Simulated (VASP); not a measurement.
## Ag: geometry relaxation (part 4 of 10)

Continued. System: Ag (8 atoms in the cell). Method: Kohn-Sham DFT of a periodic cell, PBE, VASP PAW PBE potentials, recommended, no spin polarisation (VASP 6.6.1); cutoff 600 eV, 6×6×2 k-mesh, Gaussian smearing of 0.1 eV. The structure was made by swapping elements on the sites of another compound; it need not be a known phase. It belongs to a series of runs on one base structure; here: C type (P6_3/mmc, No. 194).

Geometry of the input (Å; fractional positions):
```
3.5284  0.0000  0.0000
-1.7642  3.0557  0.0000
0.0000  0.0000  11.5238
Ag 0.0000  0.0000  0.0938
Ag 0.0000  0.0000  0.5938
Ag 0.0000  0.0000  0.4062
Ag 0.0000  0.0000  0.9063
Ag 0.3333  0.6667  0.1562
Ag 0.6667  0.3333  0.6562
Ag 0.3333  0.6667  0.3438
Ag 0.6667  0.3333  0.8438
```

## OSZICAR, continued
```
RMM:   5    -0.185677755866E+02   -0.18615E-02   -0.15264E-01  1456   0.173E+00    0.868E-01
RMM:   6    -0.185700282920E+02   -0.22527E-02   -0.33047E-02  1458   0.737E-01    0.380E-01
RMM:   7    -0.185704487632E+02   -0.42047E-03   -0.65765E-03  1461   0.344E-01    0.938E-02
RMM:   8    -0.185705611112E+02   -0.11235E-03   -0.17387E-03  1463   0.170E-01    0.537E-02
RMM:   9    -0.185705976764E+02   -0.36565E-04   -0.41179E-04  1458   0.883E-02    0.157E-02
RMM:  10    -0.185706016864E+02   -0.40100E-05   -0.12457E-04  1459   0.489E-02    0.251E-02
RMM:  11    -0.185706040844E+02   -0.23980E-05   -0.32698E-05  1267   0.241E-02    0.560E-03
RMM:  12    -0.185706046617E+02   -0.57729E-06   -0.77570E-06  1171   0.119E-02
  34 F= -.18570605E+02 E0= -.18561696E+02  d E =0.378184E+00
       N       E                     dE             d eps       ncg     rms          rms(c)
DAV:   1    -0.435724388545E+02   -0.25002E+02   -0.72720E+02  1488   0.157E+02    0.351E+01
RMM:   2    -0.228136576796E+02    0.20759E+02   -0.48902E+01  1456   0.404E+01    0.139E+01
RMM:   3    -0.208232380564E+02    0.19904E+01   -0.40763E+00  1456   0.987E+00    0.110E+01
RMM:   4    -0.198847656019E+02    0.93847E+00   -0.10205E+00  1456   0.470E+00    0.191E+00
RMM:   5    -0.198255723315E+02    0.59193E-01   -0.39654E-01  1456   0.295E+00    0.795E-01
RMM:   6    -0.198300476006E+02   -0.44753E-02   -0.49310E-02  1456   0.100E+00    0.270E-01
RMM:   7    -0.198312253494E+02   -0.11777E-02   -0.12965E-02  1463   0.448E-01    0.139E-01
RMM:   8    -0.198313995075E+02   -0.17416E-03   -0.31590E-03  1466   0.251E-01    0.634E-02
RMM:   9    -0.198314662840E+02   -0.66776E-04   -0.70961E-04  1461   0.112E-01    0.147E-02
RMM:  10    -0.198314819937E+02   -0.15710E-04   -0.18875E-04  1457   0.551E-02    0.193E-02
RMM:  11    -0.198314851411E+02   -0.31474E-05   -0.35579E-05  1375   0.264E-02    0.842E-03
RMM:  12    -0.198314848939E+02    0.24721E-06   -0.10439E-05  1221   0.131E-02    0.161E-02
RMM:  13    -0.198314859706E+02   -0.10767E-05   -0.29683E-06   948   0.814E-03    0.111E-02
RMM:  14    -0.198314853254E+02    0.64520E-06   -0.10784E-06   797   0.461E-03
  35 F= -.19831485E+02 E0= -.19823370E+02  d E =-.882696E+00
       N       E                     dE             d eps       ncg     rms          rms(c)
DAV:   1    -0.199523120999E+02   -0.12083E+00   -0.33866E+00  1504   0.101E+01    0.209E+00
RMM:   2    -0.198467191553E+02    0.10559E+00   -0.30135E-01  1456   0.289E+00    0.740E-01
RMM:   3    -0.198377889955E+02    0.89302E-02   -0.21972E-02  1456   0.594E-01    0.458E-01
RMM:   4    -0.198343232276E+02    0.34658E-02   -0.53615E-03  1456   0.324E-01    0.816E-02
RMM:   5    -0.198343500093E+02   -0.26782E-04   -0.87672E-04  1456   0.141E-01    0.589E-02
RMM:   6    -0.198343595804E+02   -0.95710E-05   -0.20326E-04  1456   0.701E-02    0.146E-02
RMM:   7    -0.198343603281E+02   -0.74770E-06   -0.34944E-05  1289   0.236E-02    0.929E-03
RMM:   8    -0.198343604762E+02   -0.14817E-06   -0.72682E-06  1159   0.112E-02
  36 F= -.19834360E+02 E
```

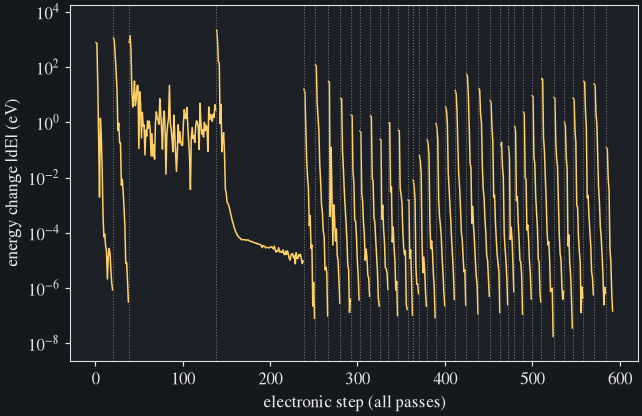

Convergence of the self-consistent field: energy change |dE| against the electronic step. Each stretch between dotted lines is the SCF of one geometry step of a relaxation. The 36 ionic steps take 6 to 100 electronic steps each. The density is held fixed in the first few steps, and dE rises again when its update begins.

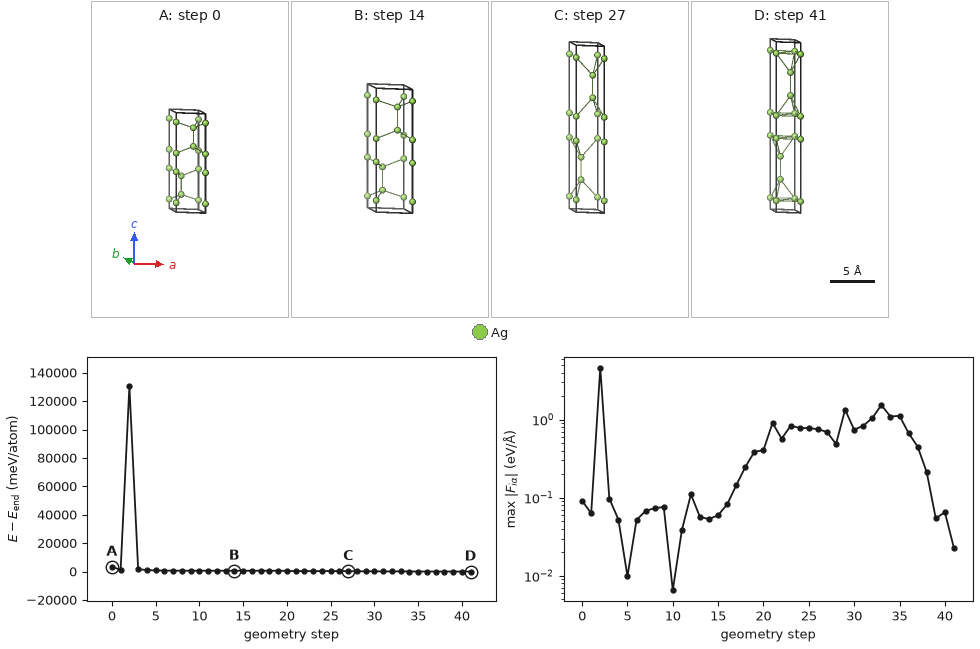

Frames of the relaxation (ball-and-stick view of the cell of the calculation, seen slightly off an axis) above the curves, on which the letters mark them (steps are counted from 0).

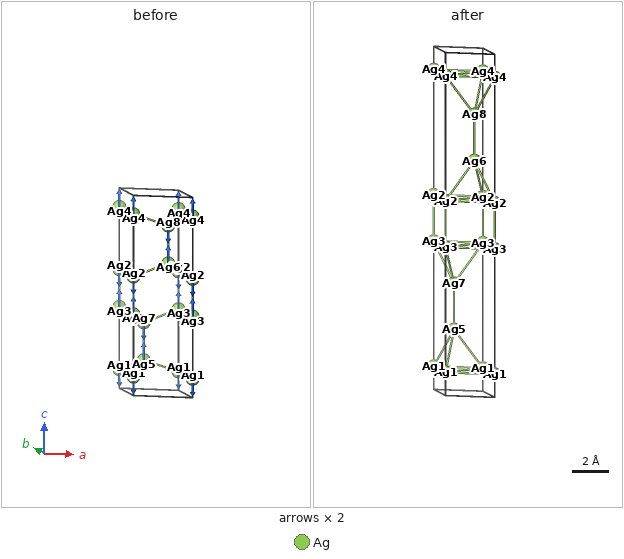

Before (left) and after (right) the relaxation, at one scale (ball-and-stick view of the cell of the calculation, seen slightly off an axis). The blue arrows give the displacements (without the part carried along by the change of the cell), magnified 2 times. After 41 geometry steps the energy has fallen by 3350 meV per atom. The largest force component goes from 0.092 to 0.023 eV/Å. The largest moves relative to the cell, 0.52 Å, are those of 8 atoms (Ag1, Ag2, Ag3, Ag4 and others). The drawn cell changes as follows: a = b 3.528 → 2.936 Å (−16.8 %), c 11.524 → 19.749 Å (+71.4 %); the volume changes by +18.6 %. Among the contacts that change: Ag1–Ag5 2.161 → 2.838 Å, Ag1–Ag1 3.528 → 2.936 Å, Ag1–Ag4 2.161 → 2.663 Å. Among the angles that change: Ag5–Ag1–Ag5 109.5° → 62.3°, Ag4–Ag1–Ag5 109.5° → 143.3°. The space group stays P6_3/mmc (No. 194). (Atoms are counted from 1 in the order of the input.)

## Parts of OUTCAR
```
SYSTEM = Ag
   PREC = Accurate
   ENCUT = 600
   EDIFF = 1E-6
   ISMEAR = 0
   LREAL = .False.
   LASPH = .True.
   NELM = 100
   ISIF = 3
   GGA = PE
   IBRION = 2
   NSW = 90
   EDIFFG = -0.04

 ion  position               nearest neighbor table
   1  0.000  0.000  0.094-   4 2.16   5 2.16   5 2.16   5 2.16   8 3.53   7 3.53   8 3.53   7 3.53
                             8 3.53   7 3.53   3 3.60
   2  0.000  0.000  0.594-   3 2.16   6 2.16   6 2.16   6 2.16   8 3.53   7 3.53   7 3.53   8 3.53
                             8 3.53   7 3.53   4 3.60
   3  0.000  0.000  0.406-   2 2.16   7 2.16   7 2.16   7 2.16   5 3.53   6 3.53   6 3.53   5 3.53
                             5 3.53   6 3.53   1 3.60
   4  0.000  0.000  0.906-   1 2.16   8 2.16   8 2.16   8 2.16   5 3.53   6 3.53   6 3.53   5 3.53
                             6 3.53   5 3.53   2 3.60
   5  0.333  0.667  0.156-   7 2.16   1 2.16   1 2.16   1 2.16   3 3.53   4 3.53   3 3.53   4 3.53
                             4 3.53   3 3.53
   6  0.667  0.333  0.656-   8 2.16   2 2.16   2 2.16   2 2.16   3 3.53   4 3.53   4 3.53   3 3.53
                             3 3.53   4 3.53
   7  0.333  0.667  0.344-   5 2.16   3 2.16   3 2.16   3 2.16   2 3.53   1 3.53   2 3.53   1 3.53
                             1 3.53   2 3.53
   8  0.667  0.333  0.844-   6 2.16   4 2.16   4 2.16   4 2.16   2 3.53   1 3.53   1 3.53   2 3.53
                             2 3.53   1 3.53

  LATTYP: Found a hexagonal cell.
 ALAT       =     3.5284387767
 C/A-ratio  =     3.2659703331

  Lattice vectors:

 A1 = (   3.5284387767,   0.0000000000,   0.0000000000)
 A2 = (  -1.7642193883,   3.0557176163,   0.0000000000)
 A3 = (   0.0000000000,   0.0000000000,  11.5237763669)

Analysis of symmetry for initial positions (statically):
=====================================================================
 Subroutine PRICEL returns:
 Original cell was already a primitive cell.

 Routine SETGRP: Setting up the symmetry group for a
 hexagonal supercell.

 Subroutine GETGRP returns: Found 24 space group operations
 (whereof 12 operations were pure point group operations)
 out of a pool of 24 trial point group operations.

The static configuration has the point symmetry D_3d.
 The point group associated with its full space group is D_6h.

Analysis of symmetry for dynamics (positions and initial velocities):
=====================================================================
 Subroutine PRICEL returns:
 Original cell was already a primitive cell.

 Routine SETGRP: Setting up the symmetry group for a
 hexagonal supercell.

 Subroutine GETGRP returns: Found 24 space group operations
 (whereof 12 operations were pure point group operations)
 out of a pool of 24 trial point group operations.

The dynamic configuration has the point symmetry D_3d.
 The point group associated with its full space group is D_6h.

 Subroutine INISYM returns: Found 24 space group operations
 (whereof 12 operations are pure point group operations),
 and found     1 'primitive' translations

----------------------------------------------------------------------------------------

                                     Primitive cell

  volume of cell :     124.2483

  direct lattice vectors                    reciprocal lattice vectors
     3.528438777  0.000000000  0.000000000     0.283411464  0.163627685  0.000000000
    -1.764219388  3.055717616  0.000000000     0.000000000  0.327255370  0.000000000
     0.000000000  0.000000000 11.523776367     0.000000000  0.000000000  0.086777109

  length of vectors
     3.528438777  3.528438777 11.523776367     0.327255370  0.327255370  0.086777109

  position of ions in fractional coordinates (direct lattice)
     0.000000000  0.000000000  0.093750000
     0.000000000  0.000000000  0.593750000
     0.000000000  0.000000000  0.406250000
     0.000000000  0.000000000  0.906250000
     0.333333333  0.666666667  0.156250000
     0.666666667  0.333333333  0.656250000
     0.333333333  0.666666667  0.343750000
     0.666666667  0.333333333  0.843750000

  ion indices of the primitive-cell ions
   primitive index   ion index
                 1           1
                 2           2
                 3           3
                 4           4
                 5           5
                 6           6
                 7           7
                 8           8

----------------------------------------------------------------------------------------

 KPOINTS: Automatic mesh

Automatic generation of k-mesh.
 Grid dimensions read from file:
 generate k-points for:    6    6    2

 Generating k-lattice:

  Cartesian coordinates                     Fractional coordinates (reciprocal lattice)
     0.047235244  0.027271281  0.000000000     0.166666667  0.000000000  0.000000000
     0.000000000  0.054542562  0.000000000     0.000000000  0.166666667  0.000000000
     0.000000000  0.000000000  0.043388555     0.000000000  0.000000000  0.500000000

  Length of vectors
     0.054542562  0.054542562  0.043388555

  Shift w.r.t. Gamma in fractional coordinates (k-lattice)
     0.000000000  0.000000000  0.000000000

 Subroutine IBZKPT returns following result:
 ===========================================

 Found     14 irreducible k-points:

 Following reciprocal coordinates:
            Coordinates               Weight
  0.000000  0.000000  0.000000      1.000000
  0.166667  0.000000  0.000000      6.000000
  0.333333  0.000000  0.000000      6.000000
  0.500000  0.000000  0.000000      3.000000
  0.166667  0.166667  0.000000      6.000000
  0.333333  0.166667  0.000000     12.000000
  0.333333  0.333333  0.000000      2.000000
  0.000000  0.000000  0.500000      1.000000
  0.166667  0.000000  0.500000      6.000000
  0.333333  0.000000  0.500000      6.000000
  0.500000  0.000000  0.500000      3.000000
  0.166667  0.166667  0.500000      6.000000
  0.333333  0.166667  0.500000     12.000000
  0.333333  0.333333  0.500000      2.000000
   k-points           NKPTS =     14   k-points in BZ     NKDIM =     14   number of bands    NBANDS=     52
   number of dos      NEDOS =    301   number of ions     NIONS =      8
   total plane-waves  NPLWV =  75264
   dimension x,y,z NGX =    28 NGY =   28 NGZ =   96
   dimension x,y,z NGXF=    56 NGYF=   56 NGZF=  192
   ions per type =               8
   NGX,Y,Z   is equivalent  to a cutoff of  13.19, 13.19, 13.85 a.u.
   NGXF,Y,Z  is equivalent  to a cutoff of  26.38, 26.38, 27.70 a.u.
 SYSTEM =  Ag
   PREC   = accura    normal or accurate (medium, high low for compatibility)
   ISTART =      0    job   : 0-new  1-cont  2-samecut
   ICHARG =      2    charge: 1-file 2-atom 10-const
   ISPIN  =      1    spin polarized calculation?
   LNONCOLLINEAR =      F non collinear calculations
   LSORBIT =      F    spin-orbit coupling
   LASPH  =      T    aspherical Exc in radial PAW
   ENCUT  =  600.0 eV  44.10 Ry    6.64 a.u.   7.05  7.05 23.02*2*pi/ulx,y,z
   NELM   =    100;   NELMIN=  2; NELMDL= -5     # of ELM steps
   EDIFF  = 0.1E-05   stopping-criterion for ELM
   LREAL  =      F    real-space projection
   EDIFFG = -.4E-01   stopping-criterion for IOM
   NSW    =     90    number of steps for IOM
   IBRION =      2    ionic relax: 0-MD 1-quasi-New 2-CG
   NFREE  =      1    steps in history (QN), initial steepest desc. (CG)
   ISIF   =      3    stress and relaxation
   ISYM   =      2    0-nonsym 1-usesym 2-fastsym
   POTIM  = 0.5000    time-step for ionic-motion
   TEBEG  =    0.0;   TEEND  =   0.0 temperature during run
   PSTRESS=    0.0 pullay stress
   NELECT =      88.0000    total number of electrons
   NUPDOWN=      -1.0000    fix difference up-down
   EMIN   =  10.00;   EMAX   =-10.00  energy-range for DOS
   EFERMI =   0.00;   METHOD = LEGACY
   ISMEAR =     0;   SIGMA  =   0.10  broadening in eV -4-tet -1-fermi 0-gaus
   EFERMI_NEDOS =   21; number of points for ismear=-14 and -15
   IALGO  =     68    algorithm
   IMIX   =      4    mixing-type and parameters
     AMIX     =   0.40;   BMIX     =  1.00
     AMIX_MAG =   1.60;   BMIX_MAG =  1.00
  volume/ion in A,a.u.               =      15.53       104.81
  Fermi-wavevector in a.u.,A,eV,Ry     =   1.459281  2.757641 28.973610  2.129500
  Thomas-Fermi vector in A             =   2.575866
   LORBIT       =      0    0 simple, 1 ext, 2 COOP (PROOUT), +10 PAW based schemes
   GGA     = PE    functional components
   LHFCALC =     F    Hartree Fock is set to
   AEXX    =    0.0000 exact exchange contribution
   IVDW    =     0    specifies the selected vdW correction
   LEPSILON=     F    determine dielectric tensor
   LRPA    =     F    only Hartree local field effects (RPA)
 conjugate gradient relaxation of ions
 non-spin polarized calculation
 RMM-DIIS sequential band-by-band and
 Gauss-broadening in eV      SIGMA  =   0.10
  energy-cutoff  :      600.00
  volume of cell :      124.25
 maximum number of plane-waves:      4164
   NGX = 15   NGY = 15   NGZ = 47

--------------------------------------- Ionic step        1  -------------------------------------------

 number of electron      87.9999981 magnetization

 Free energy of the ion-electron system (eV)
  ---------------------------------------------------
  ext. energy  EPLUGINS =         0.00000000
  ---------------------------------------------------
  free energy    TOTEN  =         6.67231545 eV

  energy without entropy =        6.68460378  energy(sigma->0) =        6.67845961

 E-fermi :  10.2223     XC(G=0): -12.4530     alpha+bet :-14.7791

 val. band max:       10.2093037175   @ k =   0.3333   0.3333   0.0000
 cond. band min:      10.3777834418   @ k =   0.5000   0.0000   0.0000
 fundamental gap:      0.1684797243
 Fermi energy:        10.2223079740

 k-point     1 :       0.0000    0.0000    0.0000
  band No.  band energies     occupation
      1       1.6720      2.00000
      2       1.8918      2.00000
      3       1.8918      2.00000
      4       1.9257      2.00000
      5       1.9257      2.00000
      6       2.2389      2.00000
      7       2.2389      2.00000
      8       2.2561      2.00000
      9       2.2561      2.00000
     10       2.2977      2.00000
     11       2.3364      2.00000
     12       2.3467      2.00000
     13       2.5573      2.00000
     14       2.5769      2.00000
     15       2.5769      2.00000
     16       2.5836      2.00000
     17       2.5836      2.00000
     18       3.0170      2.00000
     19       3.0170      2.00000
     20       3.0350      2.00000
     21       3.0350      2.00000
     22       3.1244      2.00000
     23       3.1355      2.00000
     24       3.5947      2.00000
     25       5.1297      2.00000
     26       5.2758      2.00000
     27       5.4783      2.00000
     28       5.4783      2.00000
     29       5.6267      2.00000
     30       5.6267      2.00000
     31       5.6861      2.00000
     32       5.8532      2.00000
     33       5.8532      2.00000
     34       6.0831      2.00000
     35       6.0831      2.00000
     36       7.3389      2.00000
     37       7.3389      2.00000
     38       7.4740      2.00000
     39       7.4740      2.00000
     40       7.5161      2.00000
     41       7.5796      2.00000
     42       7.5796      2.00000
     43       7.6659      2.00000
     44       7.6659      2.00000
     45      10.2016      1.23039
     46      15.8708      0.00000
     47      15.9746      0.00000
     48      19.8091      0.00000
     49      19.8091      0.00000
     50      20.4971      0.00000
     51      21.2540      0.00000
     52      21.3321      0.00000
```
